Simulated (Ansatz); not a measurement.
**Run report: TiAl3, single-point calculation**

The run: single-point calculation of TiAl3 (P1, 8 atoms in the cell). Method and program: DFT PBEsol, scalar-relativistic, plane waves, PAW, no spin polarisation (Ansatz 0.2.0).

The structure derives from a Materials Project entry. It belongs to a series of runs on one base structure; here: all atoms moved at random, sigma 0.25 A a component, cell strained at random, sigma 0.1. Figures and captions count atoms from 1; the log counts them from 0 in places.

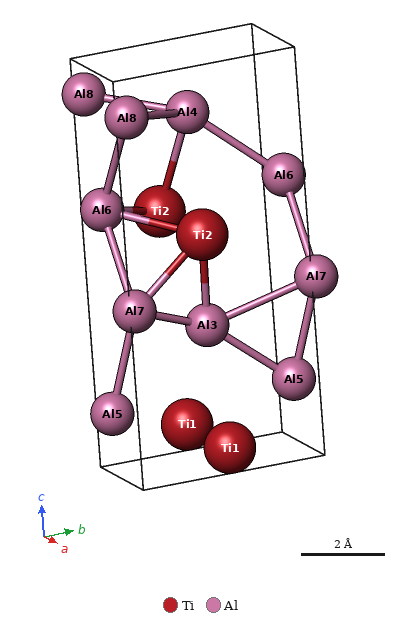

Figure 1. The structure (ball-and-stick view of the cell of the calculation, seen slightly off an axis; atoms are numbered from 1 in the order of the input). An atom can appear more than once, as a periodic image.

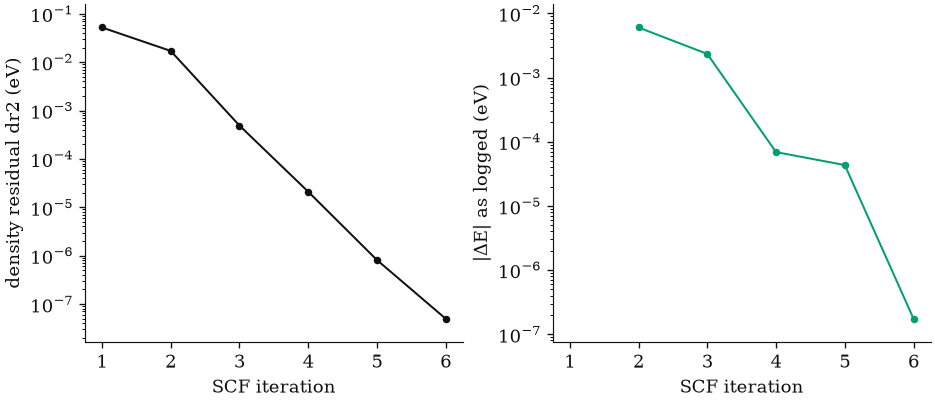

Figure 2. Convergence of the self-consistent field: density residual dr2 and size of the energy change against the SCF iteration. The residual falls at every step.

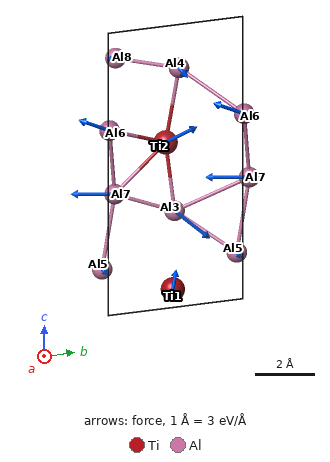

Figure 3. Forces on the atoms as blue arrows (ball-and-stick view of the cell of the calculation, set on other vectors, along the a axis; atoms are numbered from 1 in the order of the input). The largest act on Al3 (4.90 eV/Å); Al7 (4.60 eV/Å); Ti2 (3.84 eV/Å); Al6 (3.65 eV/Å), among others. The geometry is not a stationary point of this energy.

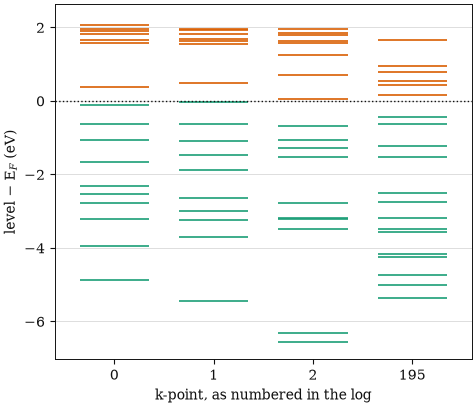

Figure 4. Kohn–Sham levels near the Fermi level (dotted) at the few k-points that the log prints; levels within 0.02 eV of each other stand side by side. The system is metallic on the full mesh.

The input and output of the run follow.

Input file
```yaml
crystal:
  lattice:
    - [2.9949125084, 0.0644025215, -0.3199794945]
    - [0.1081576326, 4.638693887, 0.2731942414]
    - [-1.1259032006, 0.5723954136, 9.8193397468]
  atoms:
    - { symbol: Ti, position: [0.0287017827, 0.4809349224, 0.0645845418] }
    - { symbol: Ti, position: [-0.0189041489, 0.4276734925, 0.5881992745] }
    - { symbol: Al, position: [0.6419782847, 0.4937449661, 0.3418701754] }
    - { symbol: Al, position: [0.3942925265, 0.526689243, 0.8464824241] }
    - { symbol: Al, position: [0.5803316781, -0.0439747627, 0.167113009] }
    - { symbol: Al, position: [0.4579062856, 0.0109834975, 0.6550396673] }
    - { symbol: Al, position: [-0.1058383672, 0.0490273126, 0.4276410163] }
    - { symbol: Al, position: [0.0215319585, 0.0549213286, 0.9090688916] }
basis:
  ecutwfc: 420
kpoints:
  mp_grid: { grid: [12, 8, 4] }
hamiltonian:
  xc: pbesol
scf:
  occupations: { method: gaussian, width: 0.15 }
output:
  forces: true
  stress: true
  eigenvalues: true
```

Launch command:
```bash
ansatz run input.yaml --threads 2 --pin off --max-ram 5120MiB --backend cpu --events-out ev --progress --plain --runs-dir out
```

What the program printed
```
Engine: ansatz 0.2.0, x86_64-unknown-linux-gnu
Pseudopotentials: kind: paw
Pseudopotential: Ti, paw, valence charge 12, recommended cutoff 420 eV (normal), Ti.paw.azcp
Pseudopotential: Al, paw, valence charge 3, recommended cutoff 420 eV (normal), Al.paw.azcp
Functional definition: PBEsol
  exchange = pbesol_x
  correlation = pbesol_c
Crystal: 8 atoms, lattice volume = 134.167 Å³
Basis set: ecut = 420 eV, 2599 PW (Γ), exchange–correlation on 48×64×144 points (8 copies of the dense FFT grid, shifted against one another)
Bands: 29, of which v1, the nominal top of the filled ones, is band 21 counted from 1 (20 counted from 0)
Symmetry: 1 space group operations
Space group: P1 (ITA 1), of the structure as read, at distance tolerance 5.1e-5 Å
k-points: 196 of 384 (time reversal used)
Non-local potential: Ti, projectors of the file, l = 0: 3, l = 1: 2, l = 2: 3, l = 3: 1
Non-local potential: Al, projectors of the file, l = 0: 2, l = 1: 2, l = 2: 1
PAW form: soft (Blöchl's): semilocal exchange-correlation on the pseudo side does not see the compensation charge
PAW frozen core: Ti, regenerated for the run's functional, and the local potential with it (the file was generated under x = pbe(κ = 0.804, μ = 0.2195149727645171), c = pbe(β = 0.06672455060314922))
PAW frozen core: Al, regenerated for the run's functional, and the local potential with it (the file was generated under x = pbe(κ = 0.804, μ = 0.2195149727645171), c = pbe(β = 0.06672455060314922))
PAW one-centre angular grid: Ti, 590 points (default); XC on 64 Gauss nodes
PAW one-centre angular grid: Al, 110 points (default); XC on 64 Gauss nodes
Initial density: superposition of atomic densities (neutral atoms: chi_scale 0, normalization atom), corrected by the library's trained network
Initial wavefunctions: pseudopotential atomic-orbital guess
Functional: x = pbesol(κ = 0.804, μ = 0.12345679012345678), c = pbesol(β = 0.046)
SCF iter   1: F=—  HF=-8093.372245 eV  |F-HF|=—  |Δ(HF+E_count)|=         —  Δρ=5.48e-3  dr2=5.22e-2  ethr=1.77e-3  ⟨swp⟩=6.1  Hψ=27976  notcnv=0
preconditioner: auto → Kerker (q_TF=auto, 2.248 Å⁻¹)  [metal: Δε(μ)=0.008 eV  Ē_g=4.909 eV  σ=0.150 eV  W_gap=0.03  n_scr=22 (ndim 8)  ℏωp=16.3 eV  f_vac=0.000  D(μ)=5.25/eV (n_scr^D=46)]
SCF iter   2: F=—  HF=-8093.366193 eV  |F-HF|=—  |Δ(HF+E_count)|=   6.05e-3  Δρ=2.81e-3  dr2=1.71e-2  ethr=1.24e-4  ⟨swp⟩=1.0  Hψ=7252  notcnv=0
SCF iter   3: F=—  HF=-8093.363852 eV  |F-HF|=—  |Δ(HF+E_count)|=   2.34e-3  Δρ=4.13e-4  dr2=4.90e-4  ethr=4.07e-5  ⟨swp⟩=2.5  Hψ=7159  notcnv=0
SCF iter   4: F=—  HF=-8093.363783 eV  |F-HF|=—  |Δ(HF+E_count)|=   6.89e-5  Δρ=8.84e-5  dr2=2.10e-5  ethr=1.17e-6  ⟨swp⟩=2.3  Hψ=7354  notcnv=0
SCF iter   5: F=—  HF=-8093.363827 eV  |F-HF|=—  |Δ(HF+E_count)|=   4.33e-5  Δρ=2.58e-5  dr2=8.13e-7  ethr=5.01e-8  ⟨swp⟩=2.4  Hψ=9231  notcnv=0
SCF iter   6: F=-8093.363827 eV  HF=-8093.363827 eV  |F-HF|=3.63e-8  |Δ(HF+E_count)|=   1.74e-7  Δρ=5.31e-6  dr2=4.96e-8  ethr=2.38e-10  ⟨swp⟩=8.8  Hψ=24824  notcnv=0
SCF 1 converged in 6 iterations: F = -8093.363827 eV  dr2 = 4.96e-8
  greatest PAW one-centre occupation: 0.999 electrons in one spin orbital (limit 2), on the Ti atom at site 0 (counted from 0), in its partial waves of l = 0
SCF converged after 6 iterations
Free energy (F): -8093.363827 eV
Harris-Foulkes:  -8093.363827 eV  (|F-HF|=3.63e-8)
Internal energy: -8093.304378 eV  (E = F + TS)
E sigma→0 (E₀):  -8093.334102 eV
Entropy (-TS):   -0.059449 eV (-7.431 meV/atom)
Fermi energy:    8.964686 eV
--- Per-component energies (eV) ---
  E_band       = -331.078140
  E_kinetic    = 689.039212
  E_local      = -2648.475939  (includes V_loc(G=0)·N_el)
  E_nonlocal   = 87.669315
  E_hartree    = 1163.742450
  E_xc         = -431.412309
  E_vxc        = -419.808206  (∫ρ·V_xc dr)
  E_paw        = -4776.832610  (= ΣΔE_a)
  E_vpaw       = -366.997116  (= ΣTr[D̂ρ^β])
  E_aug_tail   = 0.000216  (compensation charges beyond the density's cutoff)
  E_ewald      = -2177.428316
  E_core_change = 0.393603  (= ΣΔE_core)
  E_smearing   = -0.059449  (= −TS)
  E_closure    = 0.000000  (closes the sum)
  Σ components = -8093.363827   (vs F -8093.363827, Δ=0.00e0)
--- Forces (eV/Å), atoms counted from 1 ---
  atom   1  Ti     0.24705204     0.48582167     2.00603796
  atom   2  Ti    -1.09745309     3.34900286     1.53481161
  atom   3  Al    -1.92180940     3.44694795    -2.90748560
  atom   4  Al     0.47448462     0.86049789    -1.15340391
  atom   5  Al     0.04318327     0.48801346    -0.67362649
  atom   6  Al     1.52903671    -3.11132490     1.14443064
  atom   7  Al     0.80583268    -4.52597184     0.20159255
  atom   8  Al    -0.08029474    -0.99306915    -0.15243069
  max |Σ_I F_I| component: 8.20e-5 eV/Å
--- Stress (GPa, compression-positive) ---
        0.683032      -6.083963       9.838251
       -6.083963       9.078807      -3.074218
        9.838252      -3.074220       9.765268
  P = ⅓ Tr σ = 6.5090 GPa (65.090 kbar)
--- Band table (eV; the first three rows and the last of 196) ---
  k-point 0: bands = ["-47.4239", "-47.2187", "-23.9056", "-23.8216", "-23.7340", "-23.6641", "-23.6053", "-23.4576", "-1.0441", "0.1498", "1.1052", "4.0881", "5.0289", "5.7515", "6.1804", "6.4316", "6.6406", "7.3177", "7.9042", "8.3467", "8.8646", "9.3552", "10.5330", "10.6190", "10.7917", "10.8699", "10.9237", "11.0249", "11.7581"]
  k-point 1: bands = ["-47.4239", "-47.2187", "-23.9056", "-23.8216", "-23.7340", "-23.6641", "-23.6053", "-23.4576", "-0.9462", "-0.1988", "1.6139", "3.5128", "5.2711", "5.7368", "5.9720", "6.3202", "7.0846", "7.4986", "7.8852", "8.3430", "8.9352", "9.4469", "10.5180", "10.5937", "10.6594", "10.7881", "10.8974", "10.9271", "11.8749"]
  k-point 2: bands = ["-47.4239", "-47.2187", "-23.9056", "-23.8215", "-23.7340", "-23.6641", "-23.6053", "-23.4576", "-0.7077", "-0.5933", "2.4093", "2.6601", "5.4791", "5.7523", "5.7885", "6.1956", "7.4346", "7.6760", "7.9147", "8.2920", "9.0284", "9.6665", "10.2258", "10.5373", "10.6025", "10.7578", "10.8039", "10.9098", "11.9454"]
  k-point 195: bands = ["-47.3963", "-47.1905", "-23.8883", "-23.8605", "-23.7886", "-23.7451", "-23.7031", "-23.6167", "3.5986", "3.9614", "4.2329", "4.7151", "4.8047", "5.3877", "5.4699", "5.7716", "6.2129", "6.4513", "7.4288", "7.7523", "8.3332", "8.5165", "9.1179", "9.3922", "9.4981", "9.7606", "9.9109", "10.6151", "11.6519"]
```

Key numbers

```csv
quantity,value
outcome,converged
space group (tolerance 0.01 Å),P1 (1)
electrons treated,42
free energy,−8093.3638 eV
Fermi energy,8.965 eV
gap on the k-point mesh,none (metallic)
pressure,6.51 GPa
largest force (length of the vector),4.902 eV/Å
hardware,"2 threads of AMD EPYC (Zen 3), 32 GiB of memory available, shared host"
wall time,22 s (CPU time 44 s)
peak memory,0.84 GiB
```
